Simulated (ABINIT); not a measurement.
Run report: Si, single-point calculation

The run: single-point calculation of Si (P6₃/mmc, 4 atoms in the cell). Method and program: Kohn-Sham DFT of a periodic cell, PBE, JTH PAW PBE v2.0, no spin polarisation (ABINIT 10.8.3).

The structure derives from a Materials Project entry.

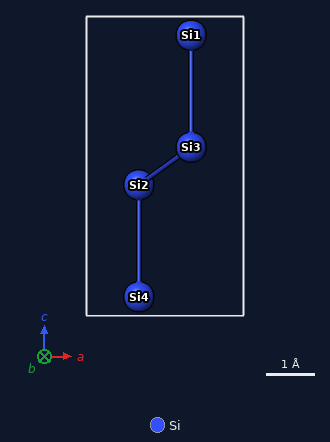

Figure 1. The input geometry (ball-and-stick view of the cell of the calculation, along the b axis; atoms are numbered from 1 in the order of the input). Near neighbours in the crystal (not all of them lie inside the picture): Si has 4 Si at 2.36 to 2.38 Å.

Results in brief:

```csv
quantity,value
outcome,converged
space group (tolerance 0.01 Å),P6₃/mmc (194)
electrons treated,16
free energy,−433.8495 eV
Fermi energy,5.570 eV
gap on the k-point mesh,0.46 eV
pressure,−0.01 GPa
largest force (length of the vector),0.001 eV/Å
hardware,"1 thread of Intel Xeon @ 2.50GHz (Skylake/Cascade Lake), 189 GiB of memory available, shared host"
wall time,52 s (CPU time 32 s; the host was busy)
peak memory,0.11 GiB
```

Input:
```
# Pseudopotentials
pp_dirpath "./"
pseudos "Si.GGA_PBE-JTH.xml"

# Structure
acell 7.2801214803 7.2801214795 12.0210963529
rprim
     1.0000000000     0.0000000000     0.0000000000
    -0.5000000001     0.8660254038     0.0000000000
     0.0000000000     0.0000000000     1.0000000000
ntypat 1
znucl 14
natom 4
typat 1 1 1 1
xred
     0.6666666700     0.3333333300     0.9371541600
     0.3333333300     0.6666666700     0.4371541600
     0.6666666700     0.3333333300     0.5628458400
     0.3333333300     0.6666666700     0.0628458400
chkprim 0
chksymtnons 0
tolsym 1.0e-6

# Plane-wave basis
ecut 15.0
pawecutdg 30.0
pawxcdev 0

# k points
kptopt 1
ngkpt 6 6 3
nshiftk 1
shiftk 0.0 0.0 0.0

# Exchange and correlation
ixc 11

# Bands and occupations
nband 12
occopt 3
tsmear 0.00183747

# SCF cycle
nstep 100
tolvrs 1.0e-9

# Output
iomode 3
prtwf 0
prteig 0
prtebands 0
enunit 2
prtden 1
prtvha 1
prtvclmb 1
prtpot 1
```

Launch command:
```bash
abinit run.abi > log 2>&1
```

Log:
```
.Version 10.8.3 of ABINIT
 Symmetries : space group P6_3/m m c (#194); Bravais hP (primitive hexag.)
================================================================================
 Values of the parameters that define the memory need of the present run
     intxc =       0    ionmov =       0      iscf =      17    lmnmax =       8
     lnmax =       4     mgfft =      45  mpssoang =       2    mqgrid =    3001
     natom =       4  nloc_mem =       2    nspden =       1   nspinor =       1
    nsppol =       1      nsym =      24    n1xccc =       1    ntypat =       1
    occopt =       3   xclevel =       2
       mpw =        1545          nfft =       32805          nkpt =          14
 PAW method is used; the additional fine FFT grid is defined by:
   mgfftf=        60    nfftf =     77760
================================================================================
================================================================================

--------------------------------------------------------------------------------
------------- Echo of variables that govern the present computation ------------
--------------------------------------------------------------------------------
 -outvars: echo values of preprocessed input variables --------
            acell      7.2801214803E+00  7.2801214795E+00  1.2021096353E+01 Bohr
              amu      2.80855000E+01
          chkprim           0
      chksymtnons           0
             ecut      1.50000000E+01 Hartree
           enunit           2
              ixc          11
         kptrlatt        6    0    0      0    6    0      0    0    3
          kptrlen      3.60632891E+01
            natom           4
            nband          12
            ngfft          27      27      45
          ngfftdg          36      36      60
             nkpt          14
            nstep         100
             nsym          24
           ntypat           1
           occopt           3
        pawecutdg      3.00000000E+01 Hartree
         pawxcdev           0
        prtebands           0
           prteig           0
           prtpot           1
         prtvclmb           1
           prtvha           1
            prtwf           0
            rprim      1.0000000000E+00  0.0000000000E+00  0.0000000000E+00
                      -5.0000000010E-01  8.6602540380E-01  0.0000000000E+00
                       0.0000000000E+00  0.0000000000E+00  1.0000000000E+00
          spgroup         194
           tolsym      1.00000000E-06
           tolvrs      1.00000000E-09
           tsmear      1.83747000E-03 Hartree
            typat      1  1  1  1
           useylm           1
           xangst      1.9262371886E+00  1.1121135593E+00  5.9615096074E+00
                      -1.1571684555E-10  2.2242271186E+00  2.7808644895E+00
                       1.9262371886E+00  1.1121135593E+00  3.5804257462E+00
                      -1.1571684555E-10  2.2242271186E+00  3.9978062835E-01
            xcart      3.6400607400E+00  2.1015900480E+00  1.1265620455E+01
                      -2.1867314625E-10  4.2031800960E+00  5.2550722784E+00
                       3.6400607400E+00  2.1015900480E+00  6.7660240745E+00
                      -2.1867314625E-10  4.2031800960E+00  7.5547589802E-01
             xred      6.6666666667E-01  3.3333333333E-01  9.3715416000E-01
                       3.3333333333E-01  6.6666666667E-01  4.3715416000E-01
                       6.6666666667E-01  3.3333333333E-01  5.6284584000E-01
                       3.3333333333E-01  6.6666666667E-01  6.2845840000E-02
            znucl       14.00000

================================================================================

 chkinp: Checking input parameters for consistency.

================================================================================
== DATASET  1 ==================================================================

--- !DatasetInfo
iteration_state: {dtset: 1, }
dimensions: {natom: 4, nkpt: 14, mband: 12, nsppol: 1, nspinor: 1, nspden: 1, mpw: 1545, }
cutoff_energies: {ecut:  15.0, pawecutdg:  30.0, }
electrons: {nelect:   1.60000000E+01, charge:   0.00000000E+00, occopt:   3.00000000E+00, tsmear:   1.83747000E-03, }
meta: {optdriver: 0, ionmov: 0, optcell: 0, iscf: 17, paral_kgb: 0, }
...

 Exchange-correlation functional for the present dataset will be:
  GGA: Perdew-Burke-Ernzerhof functional - ixc=11
  J.P.Perdew, K.Burke, M.Ernzerhof, PRL 77, 3865 (1996)

 Real(R)+Recip(G) space primitive vectors, cartesian coordinates (Bohr,Bohr^-1):
 R(1)=  7.2801215  0.0000000  0.0000000  G(1)=  0.1373603  0.0793050  0.0000000
 R(2)= -3.6400607  6.3047701  0.0000000  G(2)=  0.0000000  0.1586101  0.0000000
 R(3)=  0.0000000  0.0000000 12.0210964  G(3)=  0.0000000  0.0000000  0.0831871
 Unit cell volume ucvol=  5.5176222E+02 bohr^3
 Angles (23,13,12)=  9.00000000E+01  9.00000000E+01  1.20000000E+02 degrees

 Coarse grid specifications (used for wave-functions):

 getcut: wavevector=  0.0000  0.0000  0.0000  ngfft=  27  27  45
         ecut(hartree)=     15.000   => boxcut(ratio)=   2.05046

 Fine grid specifications (used for densities):

 getcut: wavevector=  0.0000  0.0000  0.0000  ngfft=  36  36  60
         ecut(hartree)=     30.000   => boxcut(ratio)=   2.00557

--- Pseudopotential description ------------------------------------------------
- pspini: atom type   1  psp file is ./Si.GGA_PBE-JTH.xml
 Pseudopotential format is: paw10
 basis_size (lnmax)=  4 (lmn_size=  8), orbitals=   0   0   1   1
 Spheres core radius: rc_sph= 1.90944987
 Shapefunction is BESSEL type: shapef(r,l)=aa(1,l)*jl(q(1,l)*r)+aa(2,l)*jl(q(2,l)*r)
 Radius for shape functions =  1.60149249
 Compensation charge density is not taken into account in XC energy/potential

   3.02865868E+02                                ecore*ucvol(ha*bohr**3)
--------------------------------------------------------------------------------

================================================================================

--- !BeginCycle
iteration_state: {dtset: 1, }
solver: {iscf: 17, nstep: 100, nline: 4, wfoptalg: 10, }
tolerances: {tolvrs: 1.00E-09, }
...

     iter   Etot(hartree)      deltaE(h)  residm     nres2
 ETOT  1  -15.933638200322    -1.593E+01 1.548E-02 3.395E+00
 ETOT  2  -15.945552632474    -1.191E-02 8.974E-03 6.081E-01
 ETOT  3  -15.943326012256     2.227E-03 7.682E-04 1.076E-02
 ETOT  4  -15.943542445960    -2.164E-04 2.342E-04 3.834E-03
 ETOT  5  -15.943664892834    -1.224E-04 1.567E-04 9.985E-05
 ETOT  6  -15.943673456095    -8.563E-06 8.780E-05 1.662E-05
 ETOT  7  -15.943675121004    -1.665E-06 4.268E-05 2.769E-06
 ETOT  8  -15.943675362058    -2.411E-07 4.240E-05 1.067E-07
 ETOT  9  -15.943675442513    -8.045E-08 3.531E-05 5.592E-08
 ETOT 10  -15.943675467421    -2.491E-08 2.782E-05 1.798E-09
 ETOT 11  -15.943675476201    -8.780E-09 2.723E-05 6.121E-09
 ETOT 12  -15.943675479284    -3.084E-09 2.069E-05 1.884E-09
 ETOT 13  -15.943675480420    -1.136E-09 1.899E-05 2.138E-09
 ETOT 14  -15.943675480831    -4.114E-10 1.405E-05 1.451E-10

 At SCF step   14       nres2   =  1.45E-10 < tolvrs=  1.00E-09 =>converged.

 Cartesian components of stress tensor (hartree/bohr^3)
  sigma(1 1)=  4.94340594E-07  sigma(3 2)=  0.00000000E+00
  sigma(2 2)=  4.94340777E-07  sigma(3 1)=  0.00000000E+00
  sigma(3 3)=  2.85286255E-07  sigma(2 1)=  5.17823701E-14

--- !ResultsGS
iteration_state: {dtset: 1, }
comment   : Summary of ground state results
lattice_vectors:
- [  7.2801215,   0.0000000,   0.0000000, ]
- [ -3.6400607,   6.3047701,   0.0000000, ]
- [  0.0000000,   0.0000000,  12.0210964, ]
lattice_lengths: [   7.28012,    7.28012,   12.02110, ]
lattice_angles: [ 90.000,  90.000, 120.000, ] # degrees, (23, 13, 12)
lattice_volume:   5.5176222E+02
convergence: {deltae: -4.114E-10, res2:  1.451E-10, residm:  1.405E-05, diffor: null, }
etotal    :  -1.59436755E+01
entropy   :   0.00000000E+00
fermie    :   2.04681258E-01
cartesian_stress_tensor: # hartree/bohr^3
- [  4.94340594E-07,   5.17823701E-14,   0.00000000E+00, ]
- [  5.17823701E-14,   4.94340777E-07,   0.00000000E+00, ]
- [  0.00000000E+00,   0.00000000E+00,   2.85286255E-07, ]
pressure_GPa:  -1.2494E-02
xred      :
- [  6.6667E-01,   3.3333E-01,   9.3715E-01, Si]
- [  3.3333E-01,   6.6667E-01,   4.3715E-01, Si]
- [  6.6667E-01,   3.3333E-01,   5.6285E-01, Si]
- [  3.3333E-01,   6.6667E-01,   6.2846E-02, Si]
cartesian_forces: # hartree/bohr
- [ -5.17807748E-28,  -8.11453202E-28,   1.07907023E-05, ]
- [  9.61642961E-28,   1.40936609E-27,   1.07907023E-05, ]
- [  3.69862677E-28,  -2.34894348E-27,  -1.07907023E-05, ]
- [ -8.13697890E-28,   1.75103059E-27,  -1.07907023E-05, ]
force_length_stats: {min:   1.07907023E-05, max:   1.07907023E-05, mean:   1.07907023E-05, }
...

 Integrated electronic density in atomic spheres:
 ------------------------------------------------
 Atom  Sphere_radius  Integrated_density
    1        1.90945          1.52843950
    2        1.90945          1.52843950
    3        1.90945          1.52843950
    4        1.90945          1.52843950

================================================================================

 ----iterations are completed or convergence reached----

 Mean square residual over all n,k,spin=   13.356E-08; max=  14.053E-06
 reduced coordinates (array xred) for    4 atoms
       0.666666666667      0.333333333333      0.937154160000
       0.333333333333      0.666666666667      0.437154160000
       0.666666666667      0.333333333333      0.562845840000
       0.333333333333      0.666666666667      0.062845840000
 rms dE/dt=  7.4892E-05; max dE/dt=  1.2972E-04; dE/dt below (all hartree)
    1       0.000000000000      0.000000000000     -0.000129716072
    2      -0.000000000000     -0.000000000000     -0.000129716072
    3      -0.000000000000      0.000000000000      0.000129716072
    4       0.000000000000     -0.000000000000      0.000129716072

 cartesian coordinates (angstrom) at end:
    1      1.92623718862544     1.11211355930715     5.96150960736139
    2     -0.00000000011572     2.22422711861430     2.78086448950725
    3      1.92623718862544     1.11211355930715     3.58042574620102
    4     -0.00000000011572     2.22422711861430     0.39978062834688

 cartesian forces (hartree/bohr) at end:
    1     -0.00000000000000    -0.00000000000000     0.00001079070227
    2      0.00000000000000     0.00000000000000     0.00001079070227
    3      0.00000000000000    -0.00000000000000    -0.00001079070227
    4     -0.00000000000000     0.00000000000000    -0.00001079070227
 frms,max,avg= 6.2300149E-06 1.0790702E-05   0.000E+00  0.000E+00  0.000E+00 h/b

 cartesian forces (eV/Angstrom) at end:
    1     -0.00000000000000    -0.00000000000000     0.00055488022054
    2      0.00000000000000     0.00000000000000     0.00055488022054
    3      0.00000000000000    -0.00000000000000    -0.00055488022054
    4     -0.00000000000000     0.00000000000000    -0.00055488022054
 frms,max,avg= 3.2036024E-04 5.5488022E-04   0.000E+00  0.000E+00  0.000E+00 e/A
 length scales=  7.280121480300  7.280121479500 12.021096352900 bohr
              =  3.852474377367  3.852474376943  6.361290235708 angstroms
 Fermi (or HOMO) energy (hartree) =   0.20468   Average Vxc (hartree)=  -0.34494
 Eigenvalues (hartree) for nkpt=  14  k points:
 kpt#   1, nband= 12, wtk=  0.00926, kpt=  0.0000  0.0000  0.0000 (reduced coord)
  -0.24756   -0.16498   -0.06553    0.14139    0.14139    0.18470    0.19661    0.19661
   0.23286    0.27097    0.27097    0.28242
      occupation numbers for kpt#   1
   2.00000    2.00000    2.00000    2.00000    2.00000    1.99996    1.97555    1.97555
   0.00000    0.00000    0.00000    0.00000
 prteigrs : prtvol=0 or 1, do not print more k-points.

 Fermi (or HOMO) energy (eV) =   5.56966   Average Vxc (eV)=  -9.38635
 Eigenvalues (   eV  ) for nkpt=  14  k points:
 kpt#   1, nband= 12, wtk=  0.00926, kpt=  0.0000  0.0000  0.0000 (reduced coord)
  -6.73632   -4.48921   -1.78312    3.84734    3.84734    5.02585    5.35005    5.35005
   6.33634    7.37337    7.37337    7.68515
 prteigrs : prtvol=0 or 1, do not print more k-points.

--- !EnergyTerms
iteration_state     : {dtset: 1, }
comment             : Components of total free energy in Hartree
kinetic             :  5.98740891743954E+00
hartree             :  1.13893866385763E+00
xc                  : -9.53110292536653E+00
Ewald energy        : -1.66582885183025E+01
psp_core            :  5.48906495125965E-01
local_psp           : -4.79918519398365E+00
PAW spherical_terms :  7.36965026736687E+00
internal            : -1.59436722938627E+01
'-kT*entropy'       : -9.48880972179936E-06
total_energy        : -1.59436817826724E+01
total_energy_eV     : -4.33849683171309E+02
...

--- !EnergyTermsDC
iteration_state     : {dtset: 1, }
comment             : '"Double-counting" decomposition of free energy'
band_energy         :  5.73006123381211E-02
Ewald energy        : -1.66582885183025E+01
psp_core            :  5.48906495125965E-01
xc_dc               : -3.89041711161481E+00
PAW spherical_terms :  3.99883253043145E+00
internal            : -1.59436659920217E+01
'-kT*entropy'       : -9.48880972179936E-06
total_energy_dc     : -1.59436754808315E+01
total_energy_dc_eV  : -4.33849511689482E+02
...

--- !EnergyTermsWithPAWCore
iteration_state     : {dtset: 1, }
comment             : 'Components of total free energy, including PAW core contributions'
Total energy        : -1.16014032818297E+03
Total energy DC     : -1.16014032188112E+03
Total energy (eV)   : -3.15690265697258E+04
Total energy DC (eV): -3.15690263982440E+04
...

 Cartesian components of stress tensor (hartree/bohr^3)
  sigma(1 1)=  4.94340594E-07  sigma(3 2)=  0.00000000E+00
  sigma(2 2)=  4.94340777E-07  sigma(3 1)=  0.00000000E+00
  sigma(3 3)=  2.85286255E-07  sigma(2 1)=  5.17823701E-14

-Cartesian components of stress tensor (GPa)         [Pressure= -1.2494E-02 GPa]
- sigma(1 1)=  1.45440024E-02  sigma(3 2)=  0.00000000E+00
- sigma(2 2)=  1.45440078E-02  sigma(3 1)=  0.00000000E+00
- sigma(3 3)=  8.39341139E-03  sigma(2 1)=  1.52348993E-09

== END DATASET(S) ==============================================================
================================================================================

 -outvars: echo values of variables after computation  --------
            acell      7.2801214803E+00  7.2801214795E+00  1.2021096353E+01 Bohr
           etotal     -1.5943675481E+01
            fcart     -5.1780774849E-28 -8.1145320247E-28  1.0790702268E-05
                       9.6164296147E-28  1.4093660885E-27  1.0790702268E-05
                       3.6986267749E-28 -2.3489434807E-27 -1.0790702268E-05
                      -8.1369789048E-28  1.7510305947E-27 -1.0790702268E-05
            rprim      1.0000000000E+00  0.0000000000E+00  0.0000000000E+00
                      -5.0000000010E-01  8.6602540380E-01  0.0000000000E+00
                       0.0000000000E+00  0.0000000000E+00  1.0000000000E+00
           strten      4.9434059382E-07  4.9434077680E-07  2.8528625469E-07
                       0.0000000000E+00  0.0000000000E+00  5.1782370071E-14
           xangst      1.9262371886E+00  1.1121135593E+00  5.9615096074E+00
                      -1.1571684555E-10  2.2242271186E+00  2.7808644895E+00
                       1.9262371886E+00  1.1121135593E+00  3.5804257462E+00
                      -1.1571684555E-10  2.2242271186E+00  3.9978062835E-01
             xred      6.6666666667E-01  3.3333333333E-01  9.3715416000E-01
                       3.3333333333E-01  6.6666666667E-01  4.3715416000E-01
                       6.6666666667E-01  3.3333333333E-01  5.6284584000E-01
                       3.3333333333E-01  6.6666666667E-01  6.2845840000E-02
 Calculation completed.
```
